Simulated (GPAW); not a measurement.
# O K-edge XANES of wurtzite (ZnO)₁₋ₓ(CdO)ₓ at x = 0.125, part 3 of 3

What does the O K edge look like in wurtzite (ZnO)₁₋ₓ(CdO)ₓ at x = 0.125?

GPAW 26.7.0; X-ray absorption from dipole matrix elements to empty bands, plane-wave PAW LDA.

So far. Step 5 (Spectrum with XCH, O atom 2): Main maxima below 24 eV (height): 6.8 eV (3.25), 9.8 eV (0.97) and 12.3 eV (0.97). A K edge sees empty p states on the absorber. Step 5 (Spectrum with XCH, O atom 2): The total-energy difference is 534.63 eV. One term is added: -8.83 eV, since the hole is spin-paired here and a spin-polarised one costs that much less in the free atom (computed apart). The photon energy is then 525.80 eV.

**7. Spectrum with XCH, Zn atom 1**

The holes are 5.3 Å apart. The excited electron is kept in the cell, where it fills the lowest empty states and screens the hole. After the field has converged, empty bands are computed with the density fixed and the dipole matrix elements are summed.

The absorber has 4 O at 2.00 Å (tetrahedral).

File xas.py:

```python
import numpy as np
from ase import Atoms
from ase.parallel import parprint, paropen
from gpaw import GPAW, PW, FermiDirac, Mixer, MixerDif, setup_paths
from gpaw.test import gen
setup_paths.insert(0, '.')
gen('Zn', name='fch1s', xcname='LDA', corehole=(1, 0, 1), write_xml=True)
from gpaw.mpi import world
world.barrier()

atoms = Atoms('ZnOZnOZnOZnOZnOCdOZnOZnO',
    cell=[[6.6025, 0, 0],
     [0, 5.717933, 0],
     [0, 0, 5.288625]],
    scaled_positions=[[0.9992337, 0.0013362, 0.9984338],
     [0.9994337, 0.3316514, 0.1221671],
     [0.0000595, 0.3320667, 0.498164],
     [0.9991593, 0.0054792, 0.6206744],
     [0.242809, 0.50506, 0.9994242],
     [0.2472149, 0.8352655, 0.1223491],
     [0.2426024, 0.8337783, 0.4991387],
     [0.2294714, 0.5126525, 0.6273996],
     [0.4993259, 0.9918767, 0.0000747],
     [0.4990807, 0.3336881, 0.0811913],
     [0.5003115, 0.3324619, 0.50275],
     [0.4991144, 0.9677123, 0.6261982],
     [0.7553709, 0.5043217, 0.9999486],
     [0.7511069, 0.8350125, 0.1223034],
     [0.7554902, 0.8336513, 0.4991025],
     [0.7707865, 0.512937, 0.6279379]],
    pbc=True)
atoms.calc = calc = GPAW(legacy_gpaw=True, mode=PW(500, force_complex_dtype=True), xc='LDA', setups={0: 'fch1s'},
    kpts={'size': (3, 3, 3), 'gamma': True}, occupations=FermiDirac(0.04),
    charge=-1, mixer=Mixer(0.1, 5, 50), maxiter=150,
    convergence={'density': 0.0001, 'eigenstates': 1e-6}, txt='scf.txt')
energy = atoms.get_potential_energy() + calc.get_reference_energy()
ef = calc.get_fermi_level()
out = dict(energy=energy, fermi=ef, forces=atoms.get_forces().tolist())
parprint(f'all-electron energy {energy:.4f} eV, Fermi level {ef:.4f} eV')
ev = np.array([[calc.get_eigenvalues(k, s) for k in range(len(calc.get_ibz_k_points()))] for s in range(calc.get_number_of_spins())])
out['homo'], out['lumo'], out['counts'] = ev[ev < ef].max(), ev[ev > ef].min(), sorted(set((ev < ef).sum((0, 2)).tolist()))
out['filled'] = (ev[:, 0] < ef).sum(1).tolist()

from ase.units import Ha
from gpaw.xas import dipole_matrix_elements
nb = int(calc.get_number_of_electrons() / 2) + 104
top, nb = nb, nb + 8 + nb // 12
nscf = calc.fixed_density(kpts={'size': (4, 4, 4), 'gamma': True}, nbands=nb,
    convergence={'bands': top, 'eigenstates': 5e-3}, maxiter=60, txt='nscf.txt')
cell = atoms.cell.array
ops = [cell.T @ U.T @ np.linalg.inv(cell.T) for U in nscf.wfs.kd.symmetry.op_scc]
filled = [72]  # bands filled in the ground state, by spin
E = np.arange(-6, 30, 0.1)
fwhm = np.interp(E, [4, 25], [1.67, 3.5])
Y, X, zero, highest = 0, 0, 1e9, 1e9
for spin in range(nscf.get_number_of_spins()):
    wfs = nscf.wfs
    mine = wfs.bd.get_slice()  # this rank's bands
    A = dipole_matrix_elements(wfs.setups[0])
    eps = np.zeros((wfs.kd.nibzkpts, nb))
    d = np.zeros((3, A.shape[1], wfs.kd.nibzkpts, nb), complex)
    for kpt in wfs.kpt_u:
        if kpt.s == spin and 0 in kpt.P_ani:
            eps[kpt.k, mine] = kpt.eps_n * Ha
            d[:, :, kpt.k, mine] = (kpt.weight * wfs.nspins / 2) ** 0.5 * np.inner(A, kpt.P_ani[0])
    world.sum(eps)
    world.sum(d)
    T = np.einsum('amkn,bmkn->abkn', d, d.conj()).real
    T = sum(np.einsum('ai,ijkn,bj->abkn', R, T, R) for R in ops) / len(ops)
    empty = np.ones_like(eps, bool) & (np.arange(nb) >= filled[spin])
    zero, highest = min(zero, eps[empty].min()), min(highest, eps[:, top - 1].min())
    lines = [(eps, T, empty)] if spin == 0 else lines + [(eps, T, empty)]
for eps, T, empty in lines:
    f = np.einsum('aakn->akn', T).reshape(3, -1)
    x = eps.ravel() - zero
    w = np.interp(x, E, fwhm) / 2.35482
    g = np.exp(-0.5 * ((E[:, None] - x) / w) ** 2) / (w * (2 * np.pi) ** 0.5)
    Y = Y + (f * empty.ravel()) @ g.T
    X = X + (f * ~empty.ravel()) @ g.T
out.update(E=E.round(2).tolist(), xas=Y.tolist(), xes=X.tolist(), zero=zero, valid=highest - zero, nk=len(eps), nb=nb)
for i in range(0, len(E), 10):
    parprint(f'{E[i]:7.2f}', *(f'{v:10.3e}' for v in Y[:, i]))
import json
with paropen('out.json', 'w') as f:
    json.dump(out, f)
```

Started as:

```bash
$ OMP_NUM_THREADS=1 mpirun -n 4 gpaw python xas.py
```

Numbers of over 12 decimals in the logs are rounded to 6 here.

What it wrote:

```text
Input parameters:
  charge: -1
  convergence: {density: 0.0001,
                eigenstates: 1e-06}
  kpts: {gamma: True,
         size: (3, 3, 3)}
  maxiter: 150
  mixer: {backend: pulay,
          beta: 0.1,
          method: separate,
          nmaxold: 5,
          weight: 50}
  mode: {ecut: 500.0,
         force_complex_dtype: True,
         name: pw}
  occupations: {fixmagmom: False,
[...]
*d    :    -0.035193
--------------------------------

Diagonalizing with gridspacing h=0.050

state   all-electron     PAW
-------------------------------
4s:      -0.603317    -0.603615
4p:      -0.343743    -0.343956
3d:      -1.035193    -1.035651
*f:                   -0.018332
-------------------------------
all-electron energy -500185.0361 eV, Fermi level 6.0650 eV
[...]
28.00  1.219e-07  1.248e-07  1.394e-07
  29.00  1.172e-07  1.277e-07  1.329e-07
[key lines of the parts left out:]
Converged after 13 iterations.
Dipole moment: (0.683606, 9.695557, -7.529827) |e|*Ang
Free energy:    -90.172432
Fermi level: 6.06502
```

It took 3.4 min on 4 MPI ranks of Arm Neoverse V2, shared host; peak memory 0.6 GiB.

The Zn K spectrum, Zn atom 1, excited-electron core hole (neutral cell) (energy from the bottom of the conduction band, which holds the excited electron; intensity scaled to a mean of 1 over the first 20 eV):

```tsv
E (eV)	isotropic	ε ∥ x	ε ∥ y	ε ∥ z
-2.0	0.00	0.00	0.00	0.00
-0.5	0.00	0.00	0.00	0.00
1.0	0.01	0.01	0.01	0.01
2.5	0.07	0.07	0.07	0.07
4.0	0.46	0.46	0.49	0.42
5.5	0.99	1.04	1.01	0.92
7.0	1.39	1.28	1.25	1.64
8.5	1.37	1.14	1.13	1.85
10.0	1.90	2.14	2.03	1.54
11.5	2.18	2.60	2.68	1.26
13.0	1.49	1.45	1.51	1.50
14.5	1.00	0.79	0.76	1.45
16.0	0.69	0.55	0.60	0.93
17.5	0.66	0.57	0.61	0.79
19.0	0.88	0.83	0.79	1.01
20.5	1.14	1.15	1.07	1.20
22.0	1.13	1.19	1.19	1.00
23.5	1.00	1.06	1.14	0.80
25.0	0.90	0.97	0.96	0.76
26.5	0.81	0.85	0.78	0.79
28.0	0.76	0.72	0.74	0.83
29.5	0.74	0.70	0.76	0.75
```

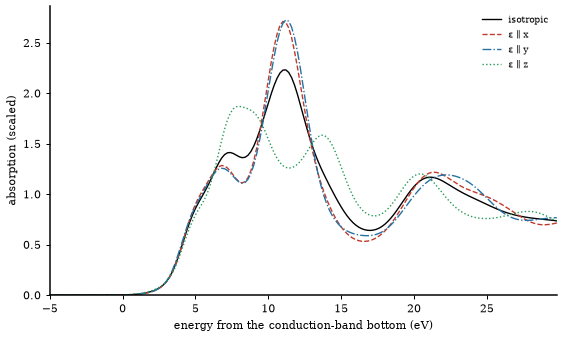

The Zn K edge, Zn atom 1, excited-electron core hole (neutral cell): main maxima at 7.4, 11.2 and 21.2 eV.

Main maxima below 29 eV (height): 7.4 eV (1.41), 11.2 eV (2.23) and 21.2 eV (1.17). 

The total-energy difference is 9671.91 eV. One term is added: -30.82 eV, since the hole is spin-paired here and a spin-polarised one costs that much less in the free atom (computed apart). The photon energy is then 9641.09 eV. The tabulated edge of the element is 9659 eV. The functional leaves an error in such absolute values: in the free atom LDA prices this hole 19.1 eV below PBE (computed apart), and PBE is itself good to a few eV.

**8. What came out**

```yaml
absorber_and_edge: O K, atom 2 of the ground-state input (counted from 1)
surroundings: 1 Zn at 1.99 Å and 3 Zn at 2.00 Å (tetrahedral)
highest_intensity_below_16_ev: 6.8 eV above the zero, height 3.25
photon_energy_of_the_zero_with_the_added_terms: 525.8 eV (raw 534.6 eV; LDA puts this hole about 4 eV below PBE, itself good to a few eV)
```

In words: The O K edge of atom 2, with 1 Zn at 1.99 Å and 3 Zn at 2.00 Å (tetrahedral), has its highest intensity of the first 16 eV at 6.8 eV above the zero, near 533 eV in photon energy (LDA puts this hole about 4 eV below PBE, itself good to a few eV), 3.3 times the mean level of the first 20 eV (Gaussian full width 0.9 eV up to 4 eV, rising linearly to 3.5 eV at 25 eV). At the O K edge of atom 2 polarisation matters most near 9.5 eV, where the curves differ by 1.0 on this scale. The holes are only 5.3 Å apart, so the shape is probably not converged with cell size; no larger cell was run here. The mesh is coarse (0.30 Å⁻¹ between points), so small maxima may be mesh ripples.

[Banner, clock and machine lines of the logs are left out without a mark of their own.]

[Logs are printed without paths, hosts, clocks, repeated set-up lines and the standing remarks that a program may print on its own settings, such as how far it seeks lower states.]

[Hosts, paths, dates, database ids (printed as entryN), source tags and the programs' standing remarks are cut or masked in the printed files.]

[Lists of maxima count a maximum above −3 eV only where it reaches 4 % of the highest in the window and stands out from its surroundings by 2 % of it (1.5 % where it reaches 55 %); shoulders and weaker maxima are passed over, and of the rest the first, up to two pre-edge ones and the few strongest are named.]
